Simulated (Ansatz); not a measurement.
# How much does Zn in Cu(111), 2x2 scatter?

How strong a scatterer is Zn in Cu(111), 2x2, and does relaxation matter?

Method: Ansatz plane-wave DFT, PBE, PAW files; ballistic transport by layer matching (Landauer), zero bias; PAW set soft_1, in Ansatz 0.2.0.

## (1) Set-up

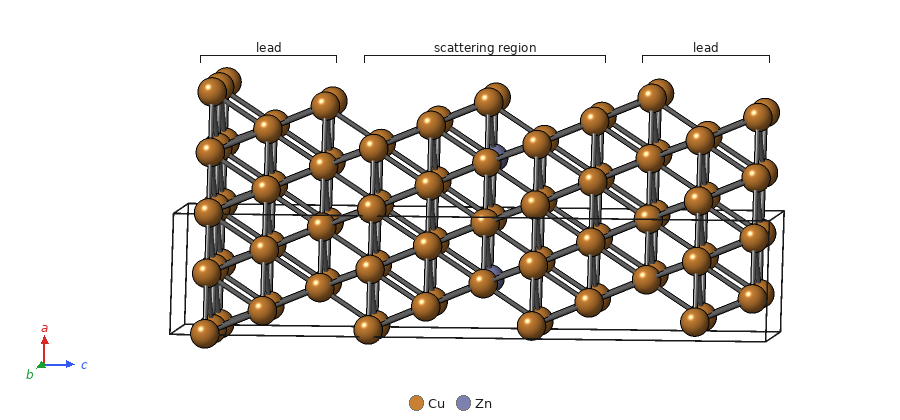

The starting structure, seen from the side, with the c axis across the page (copper orange, zinc blue). 2×1×1 cells are drawn. Some periodic images of atoms are drawn too.

The cell holds 44 atoms: 43 Cu and 1 Zn. Cell: a = 5.112 Å, b = 5.112 Å, c = 23.005 Å, α = 86.8°, β = 93.2°, γ = 120.0°. It derives from Cu. Regions: lead, 24 atoms (24 Cu); scattering region, 20 atoms (19 Cu and 1 Zn). The structure is stacked along c, and the current runs across the ab planes.

## (2) Transmission at ideal sites

The defect sits in one plane of the supercell, all atoms on ideal sites; the layers about the cell's end are the lead. The mesh across the current, 12×12, is finer than the density's, because channels open and close sharply across the zone. Energies from -0.1 to 0.1 eV in steps of 0.05 eV are too few for the program's thermal sum, so it prints no conductance; for a metal the transmission near the Fermi level serves, at a fraction of the cost.

Contents of input.yaml:

```yaml
crystal:
  lattice:
    - [5.1123254594, 0.0, 0.0]
    - [-2.5561627297, 4.4274037203, 0.0]
    - [-1.2780813649, 0.73790062, 22.9580794202]
  atoms:
    - { symbol: Cu, position: [0.0075757576, 0.9924242424, 0.0454545455] }
    - { symbol: Cu, position: [0.0075757576, 0.4924242424, 0.0454545455] }
    - { symbol: Cu, position: [0.5075757576, 0.9924242424, 0.0454545455] }
    - { symbol: Cu, position: [0.5075757576, 0.4924242424, 0.0454545455] }
    - { symbol: Cu, position: [0.1893939394, 0.3106060606, 0.1363636364] }
    - { symbol: Cu, position: [0.1893939394, 0.8106060606, 0.1363636364] }
    - { symbol: Cu, position: [0.6893939394, 0.3106060606, 0.1363636364] }
    - { symbol: Cu, position: [0.6893939394, 0.8106060606, 0.1363636364] }
    - { symbol: Cu, position: [0.3712121212, 0.1287878788, 0.2272727273] }
    - { symbol: Cu, position: [0.3712121212, 0.6287878788, 0.2272727273] }
    - { symbol: Cu, position: [0.8712121212, 0.1287878788, 0.2272727273] }
    - { symbol: Cu, position: [0.8712121212, 0.6287878788, 0.2272727273] }
    - { symbol: Cu, position: [0.053030303, 0.946969697, 0.3181818182] }
    - { symbol: Cu, position: [0.053030303, 0.446969697, 0.3181818182] }
    - { symbol: Cu, position: [0.553030303, 0.946969697, 0.3181818182] }
    - { symbol: Cu, position: [0.553030303, 0.446969697, 0.3181818182] }
    - { symbol: Cu, position: [0.2348484848, 0.2651515152, 0.4090909091] }
    - { symbol: Cu, position: [0.2348484848, 0.7651515152, 0.4090909091] }
    - { symbol: Cu, position: [0.7348484848, 0.2651515152, 0.4090909091] }
    - { symbol: Cu, position: [0.7348484848, 0.7651515152, 0.4090909091] }
    - { symbol: Zn, position: [0.4166666667, 0.0833333333, 0.5] }
    - { symbol: Cu, position: [0.4166666667, 0.5833333333, 0.5] }
    - { symbol: Cu, position: [0.9166666667, 0.0833333333, 0.5] }
    - { symbol: Cu, position: [0.9166666667, 0.5833333333, 0.5] }
    - { symbol: Cu, position: [0.0984848485, 0.9015151515, 0.5909090909] }
    - { symbol: Cu, position: [0.0984848485, 0.4015151515, 0.5909090909] }
    - { symbol: Cu, position: [0.5984848485, 0.9015151515, 0.5909090909] }
    - { symbol: Cu, position: [0.5984848485, 0.4015151515, 0.5909090909] }
    - { symbol: Cu, position: [0.2803030303, 0.2196969697, 0.6818181818] }
    - { symbol: Cu, position: [0.2803030303, 0.7196969697, 0.6818181818] }
    - { symbol: Cu, position: [0.7803030303, 0.2196969697, 0.6818181818] }
    - { symbol: Cu, position: [0.7803030303, 0.7196969697, 0.6818181818] }
    - { symbol: Cu, position: [0.4621212121, 0.0378787879, 0.7727272727] }
    - { symbol: Cu, position: [0.4621212121, 0.5378787879, 0.7727272727] }
    - { symbol: Cu, position: [0.9621212121, 0.0378787879, 0.7727272727] }
    - { symbol: Cu, position: [0.9621212121, 0.5378787879, 0.7727272727] }
    - { symbol: Cu, position: [0.1439393939, 0.8560606061, 0.8636363636] }
    - { symbol: Cu, position: [0.1439393939, 0.3560606061, 0.8636363636] }
    - { symbol: Cu, position: [0.6439393939, 0.8560606061, 0.8636363636] }
    - { symbol: Cu, position: [0.6439393939, 0.3560606061, 0.8636363636] }
    - { symbol: Cu, position: [0.3257575758, 0.1742424242, 0.9545454545] }
    - { symbol: Cu, position: [0.3257575758, 0.6742424242, 0.9545454545] }
    - { symbol: Cu, position: [0.8257575758, 0.1742424242, 0.9545454545] }
    - { symbol: Cu, position: [0.8257575758, 0.6742424242, 0.9545454545] }
kpoints:
  mp_grid: { grid: [5, 5, 1] }
hamiltonian:
  xc: pbe
  pseudopotentials: { kind: paw, azcp: { folder: soft_1 } }
scf:
  occupations: { method: fermi_dirac, width: 0.1 }
output:
  transmission: { leads: [[0, 4]], kmesh: [12, 12], e_range: [-0.1, 0.1], de: 0.05 }
  write_potential: true
  write_density: true
  volumetric_format: npy
  elf: true
```

Launch:

```sh
> ansatz run input.yaml --threads 4 --pin off --max-ram 15360MiB --backend cpu --events-out ev --progress --plain --runs-dir out
```

Numbers of over 12 decimals in the logs are rounded to 6 here.

The log of the run:

```text
Engine: ansatz 0.2.0, x86_64-unknown-linux-gnu
Pseudopotentials: kind: paw
Pseudopotential: Cu, paw, valence charge 19, recommended cutoff 420 eV (normal), soft_1/Cu.paw.azcp
Pseudopotential: Zn, paw, valence charge 12, recommended cutoff 420 eV (normal), soft_1/Zn.paw.azcp
Functional definition: PBE
  parameter kappa = 0.804
  parameter beta = 0.066725
  exchange = pbe_x(kappa = kappa, mu = beta*pi^2/3)
  correlation = pbe_c(beta = beta)
Crystal: 44 atoms, lattice volume = 519.641 Å³
Basis set: ecut = 420 eV, 10219 PW (Γ)
Bands: 498, of which v1, the nominal top of the filled ones, is band 415 counted from 1 (414 counted from 0)
Symmetry: 4 space group operations
Space group: C2/m (ITA 12), of the structure as read, at distance tolerance 8.0e-5 Å
k-points: 9 of 25
Non-local potential: Cu, projectors of the file, l = 0: 3, l = 1: 2, l = 2: 3, l = 3: 1
Non-local potential: Zn, projectors of the file, l = 0: 2, l = 1: 2, l = 2: 3, l = 3: 1
PAW form: soft (Blöchl's): semilocal exchange-correlation on the pseudo side does not see the compensation charge
PAW one-centre angular grid: Cu, 590 points (default); XC on 64 Gauss nodes
PAW one-centre angular grid: Zn, 590 points (default); XC on 64 Gauss nodes
Initial density: superposition of atomic densities (chi_scale 0.1, normalization cell, long waves kept (reshape's long-wave potential 0.82 eV rms))
Initial wavefunctions: pseudopotential atomic-orbital guess
Functional: x = pbe(κ = 0.804, μ = 0.219515), c = pbe(β = 0.066725)
SCF iter   1: F=—  HF=-288249.736571 eV  |F-HF|=—  |Δ(HF+E_count)|=         —  Δρ=2.96e-1  dr2=9.20e2  ethr=3.10e-3  ⟨swp⟩=5.1  Hψ=15999  notcnv=0  defer=68
preconditioner: auto → Kerker (q_TF=auto, 2.949 Å⁻¹)  [metal: Δε(μ)=0.071 eV  Ē_g=9.282 eV  σ=0.100 eV  W_gap=0.17  n_scr=240 (ndim 8)  ℏωp=35.9 eV  f_vac=0.000  D(μ)=29.67/eV (n_scr^D=308)]
SCF iter   2: F=—  HF=-288213.573758 eV  |F-HF|=—  |Δ(HF+E_count)|=    3.62e1  Δρ=9.98e-2  dr2=3.46e2  ethr=3.10e-3  ⟨swp⟩=2.0  Hψ=8442  notcnv=0  defer=521
SCF iter   3: F=—  HF=-288205.893964 eV  |F-HF|=—  |Δ(HF+E_count)|=    7.68e0  Δρ=5.82e-2  dr2=1.23e2  ethr=3.10e-3  ⟨swp⟩=2.4  Hψ=7014  notcnv=0  defer=536
SCF iter   4: F=—  HF=-288202.885878 eV  |F-HF|=—  |Δ(HF+E_count)|=    3.01e0  Δρ=2.49e-2  dr2=7.30e1  ethr=3.10e-3  ⟨swp⟩=2.3  Hψ=6180  notcnv=0  defer=536
SCF iter   5: F=—  HF=-288203.173169 eV  |F-HF|=—  |Δ(HF+E_count)|=   2.87e-1  Δρ=1.99e-2  dr2=4.98e1  ethr=3.10e-3  ⟨swp⟩=1.4  Hψ=5162  notcnv=0  defer=538
SCF iter   6: F=—  HF=-288202.401626 eV  |F-HF|=—  |Δ(HF+E_count)|=   7.72e-1  Δρ=1.59e-2  dr2=1.46e1  ethr=3.10e-3  ⟨swp⟩=2.1  Hψ=4027  notcnv=0  defer=538
SCF iter   7: F=—  HF=-288202.244027 eV  |F-HF|=—  |Δ(HF+E_count)|=   1.58e-1  Δρ=6.86e-3  dr2=1.06e0  ethr=1.76e-3  ⟨swp⟩=1.6  Hψ=5167  notcnv=0  defer=552
SCF iter   8: F=—  HF=-288202.226132 eV  |F-HF|=—  |Δ(HF+E_count)|=   1.79e-2  Δρ=2.47e-3  dr2=1.15e-1  ethr=1.28e-4  ⟨swp⟩=1.0  Hψ=3929  notcnv=0  defer=553
SCF iter   9: F=—  HF=-288202.222452 eV  |F-HF|=—  |Δ(HF+E_count)|=   3.68e-3  Δρ=5.41e-4  dr2=4.98e-3  ethr=1.38e-5  ⟨swp⟩=1.0  Hψ=3929  notcnv=0  defer=553
SCF iter  10: F=—  HF=-288202.222673 eV  |F-HF|=—  |Δ(HF+E_count)|=   2.22e-4  Δρ=4.09e-4  dr2=3.03e-3  ethr=6.01e-7  ⟨swp⟩=2.0  Hψ=5694  notcnv=0  defer=553
SCF iter  11: F=—  HF=-288202.222510 eV  |F-HF|=—  |Δ(HF+E_count)|=   1.64e-4  Δρ=2.23e-4  dr2=7.17e-4  ethr=3.66e-7  ⟨swp⟩=2.1  Hψ=6002  notcnv=0  defer=553
SCF iter  12: F=—  HF=-288202.222522 eV  |F-HF|=—  |Δ(HF+E_count)|=   1.25e-5  Δρ=6.65e-5  dr2=8.96e-5  ethr=8.65e-8  ⟨swp⟩=2.0  Hψ=4186  notcnv=0  defer=553
SCF iter  13: F=—  HF=-288202.222391 eV  |F-HF|=—  |Δ(HF+E_count)|=   1.31e-4  Δρ=6.04e-5  dr2=7.52e-5  ethr=1.08e-8  ⟨swp⟩=2.0  Hψ=4607  notcnv=0  defer=553
SCF iter  14: F=—  HF=-288202.222388 eV  |F-HF|=—  |Δ(HF+E_count)|=   2.72e-6  Δρ=2.43e-5  dr2=1.14e-5  ethr=9.07e-9  ⟨swp⟩=2.0  Hψ=3967  notcnv=0  defer=553
SCF iter  15: F=—  HF=-288202.222388 eV  |F-HF|=—  |Δ(HF+E_count)|=   5.93e-7  Δρ=9.09e-6  dr2=2.40e-6  ethr=1.37e-9  ⟨swp⟩=1.0  Hψ=3929  notcnv=0  defer=553
SCF iter  16: F=—  HF=-288202.222388 eV  |F-HF|=—  |Δ(HF+E_count)|=   1.95e-7  Δρ=4.27e-6  dr2=4.25e-7  ethr=2.90e-10  ⟨swp⟩=2.0  Hψ=5134  notcnv=0  defer=553
SCF iter  17: F=-288202.222388 eV  HF=-288202.222388 eV  |F-HF|=1.05e-8  |Δ(HF+E_count)|=   1.82e-8  Δρ=1.59e-6  dr2=1.93e-8  ethr=1.21e-11  ⟨swp⟩=6.9  Hψ=16565  notcnv=0
SCF 1 converged in 17 iterations: F = -288202.222388 eV  dr2 = 1.93e-8
  greatest PAW one-centre occupation: 1.000 electrons in one spin orbital (limit 2), on the Cu atom at site 25 (counted from 0), in its partial waves of l = 0
transmission: 151 of 1505 steps passed
transmission: 303 of 1505 steps passed
[...]
transmission: 1505 of 1505 steps passed
SCF converged after 17 iterations
Free energy (F): -288202.222388 eV
Harris-Foulkes:  -288202.222388 eV  (|F-HF|=1.05e-8)
Internal energy: -288201.717484 eV  (E = F + TS)
E sigma→0 (E₀):  -288201.969936 eV
Entropy (-TS):   -0.504903 eV (-11.475 meV/atom)
Fermi energy:    16.279938 eV
--- Per-component energies (eV) ---
  E_band       = -15719.458158
  E_kinetic    = 11405.847726
  E_local      = -196300.951224  (includes V_loc(G=0)·N_el)
  E_nonlocal   = 39069.842541
  E_hartree    = 83134.219790
  E_xc         = -3048.669521
  E_vxc        = -3886.625735  (∫ρ·V_xc dr)
  E_paw        = -79929.442648  (= ΣΔE_a)
  E_vpaw       = -32276.049572  (= ΣTr[D̂ρ^β])
  E_aug_tail   = 0.043979  (compensation charges beyond the density's cutoff)
  E_ewald      = -142532.608128
  E_smearing   = -0.504903  (= −TS)
  E_closure    = -0.000000  (closes the sum)
  Σ components = -288202.222388   (vs F -288202.222388, Δ=0.00e0)
--- Band table (eV; the first three rows and the last of 9) ---
  k-point 0: bands = [... 411 lower, 16.4427, 16.4603, 16.7357, 16.7897, 16.8340, 16.8472, 17.0470, 17.0805, ... 79 higher]
  k-point 1: bands = [... 411 lower, 15.9647, 16.0481, 16.1223, 16.2137, 16.2296, 16.2730, 16.3946, 16.5358, ... 79 higher]
  k-point 2: bands = [... 411 lower, 16.0428, 16.0817, 16.1569, 16.2247, 16.3278, 16.5932, 16.6318, 16.6829, ... 79 higher]
  k-point 8: bands = [... 411 lower, 16.0641, 16.0773, 16.1174, 16.1257, 16.3417, 16.3470, 16.4891, 16.4968, ... 79 higher]
--- Transmission ---
  basis      : 199 plane waves across, 35 finite elements along
  points     : 43, standing for a mesh of 12 x 12
  energies   : 5 from -0.100000 to 0.100000 eV about the Fermi level, 0.050000 eV apart; the leads are filled to 0.000000 eV, and channels, transmission and decay are at 0.000000 eV
  crystal 0  : Cu4, at the sites [0, 4], period 2.0871 Å, over 20.87 Å; its Hamiltonian steps by up to 2.1 meV
    offset         : up to 0.0000 Å between an atom of the period and one for which it stands
    channels       : 3.145833e0 a spin
    conductance    : none, the energies end too early or step too widely for 300 K: set another output.transmission.e_range or a lower de, or, where they end at an eighth of basis.ecutwfc, a higher one
  junction   : crystal 0 to crystal 0, 0.70 to 21.57 Å
    transmission   : 3.059005e0 a spin
    conductance    : none, the energies end too early or step too widely for 300 K: set another output.transmission.e_range or a lower de, or, where they end at an eighth of basis.ecutwfc, a higher one
```

Run time: 4.2 min. Hardware: 4 threads of Intel Xeon Platinum 8259CL at 2.50GHz (Skylake/Cascade Lake), shared host; peak memory 5.2 GiB.

This run has no spin polarisation although its electron count is odd.

This step gave:

```
free energy                                    : -288202.2224 eV
energy at zero smearing                        : -288201.9699 eV
Fermi energy                                   : 16.28 eV
cell area                                      : 22.63 Å²
transmission per spin nearest the Fermi level  : 3.059
open channels per spin nearest the Fermi level : 3.146
step of the lead's potential                   : 2.1 meV
```

Per spin. The transmission, zone mean by energy, zero at the Fermi level:

| energy (eV) | transmission, zone mean |
| --- | --- |
| -0.1000 | 3.04 |
| -0.0500 | 3.05 |
| 0.0000 | 3.06 |
| 0.0500 | 3.07 |
| 0.1000 | 3.07 |

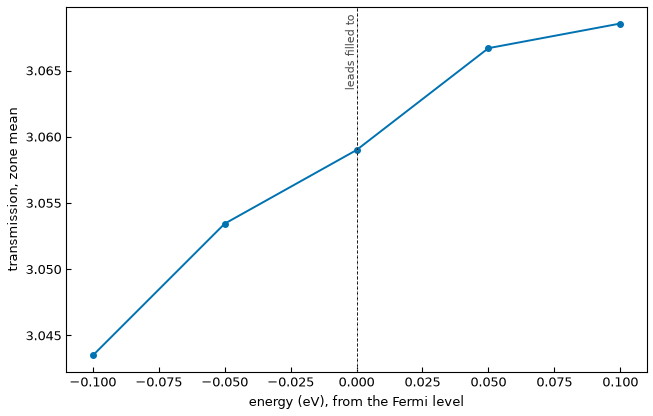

Transmission, zone mean against energy.

Per spin. The open channels, zone mean, lead stays at 3.15 for energy from -0.1 to 0.1 eV.

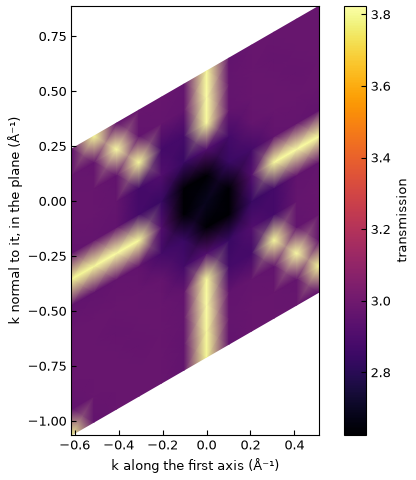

Transmission over k1 and k2. At 0.0000 eV from the Fermi level.

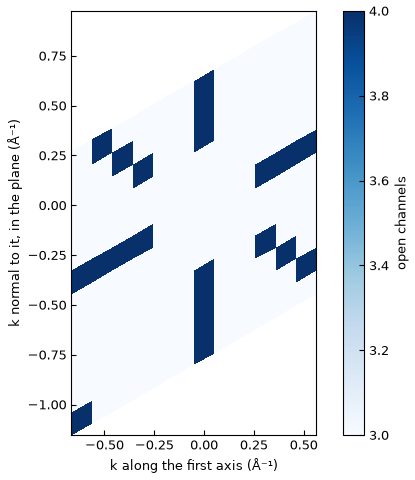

Open channels over k1 and k2. At 0.0000 eV from the Fermi level.

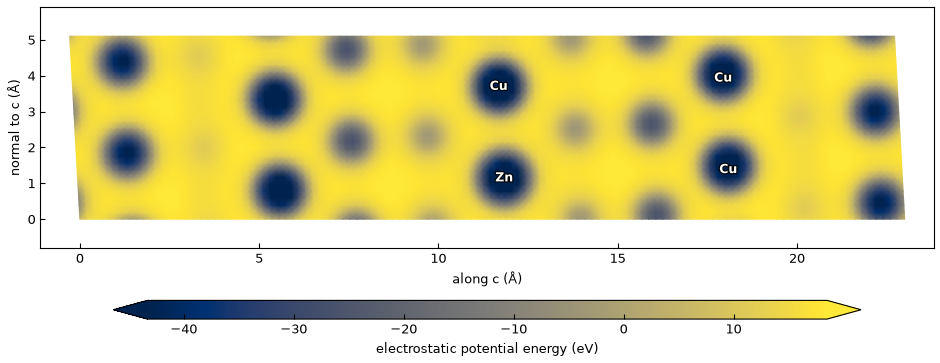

Electrostatic potential energy in the ca plane at fractional y = 0.083, with atoms of Zn and Cu within 0.2 Å of it. With pseudopotentials it is smooth inside the atoms' cores, unlike the true potential. The map starts off the cell's origin, so that atoms lie inside it.

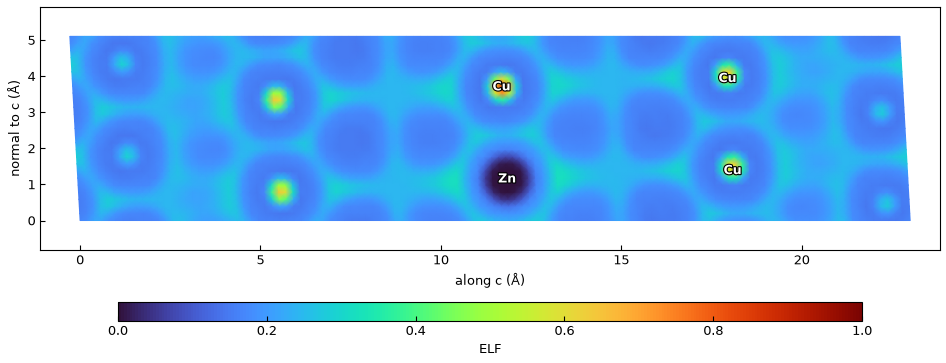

ELF in the ca plane at fractional y = 0.083, with atoms of Zn and Cu within 0.2 Å of it. It is the smooth field of the valence electrons, not physical close to the nuclei. The map starts off the cell's origin, so that atoms lie inside it.

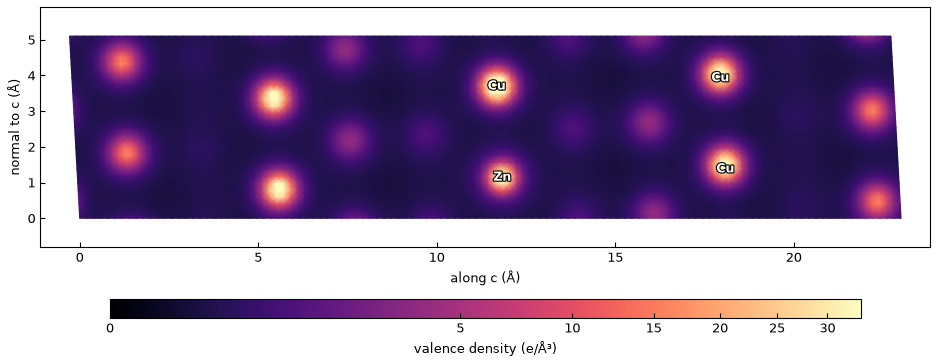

Valence density in the ca plane at fractional y = 0.083, with atoms of Zn and Cu within 0.2 Å of it. It is the smooth field of the valence electrons, not physical close to the nuclei. The map starts off the cell's origin, so that atoms lie inside it. The colour scale is stretched toward low values.

Over the solved energies the transmission per spin lies between 3.04 and 3.07, out of 3.15 channels of the lead on average (up to 3.15).

## (3) Resistance at ideal sites

This step: Ansatz plane-wave DFT, PBE, PAW files; ballistic transport by layer matching (Landauer), zero bias; area resistance of the defect plane and resistivity an atomic per cent; PAW set soft_1 (Ansatz 0.2.0).

This step gave:

* area resistance: 0.02614 fΩ m²
* T over the leads' mean channel count: 0.9726
* resistivity per at.% scaled from this dense plane, with the factor 3/4 for isotropic scattering: 0.3757 µΩ cm

Averaged over the energies near the Fermi level, 97.3 % of the channels pass, which makes 0.0261 fΩ m².

By hand, with T and the leads' channels N averaged over the energies near the Fermi level: RA = A (h/2e²)(1/T − 1/N) = 22.63×10⁻²⁰ m² × 12 906 Ω × (1/3.060 − 1/3.146) = 0.0261 fΩ m². Per atomic per cent: RA × A / V_atom × 0.01 × 3/4 = 0.376 µΩ cm, with the host's V_atom = 11.81 Å³.

## (4) Results

| Property | Result |
| --- | --- |
| share of channels that pass, rigid | 0.973 |
| area resistance, rigid | 0.0261 fΩ m² |
| resistivity per at.% from the area resistance, times 3/4, rigid | 0.376 µΩ cm |

**Reading.** The plane of defects adds 0.026 fΩ m². Scaled to one atomic per cent that is 0.50 µΩ cm as it stands and 0.38 with the factor 3/4 for isotropic scattering on a spherical Fermi surface. These are rough estimates of the dilute value, not bounds. One Zn in each 2x2 cell reflects 2.7 % of the lead's channels. The defects form a dense periodic sheet that scatters coherently, unlike a dilute random alloy. T and N are means over the solved energies nearest the Fermi level.

[Logs are printed without paths, hosts, clocks, repeated set-up lines and the standing remarks that a program may print on its own settings, such as how far it seeks lower states.]

[Hosts, paths, dates, database ids (printed as entryN), source tags and the programs' standing remarks are cut or masked in the printed files.]
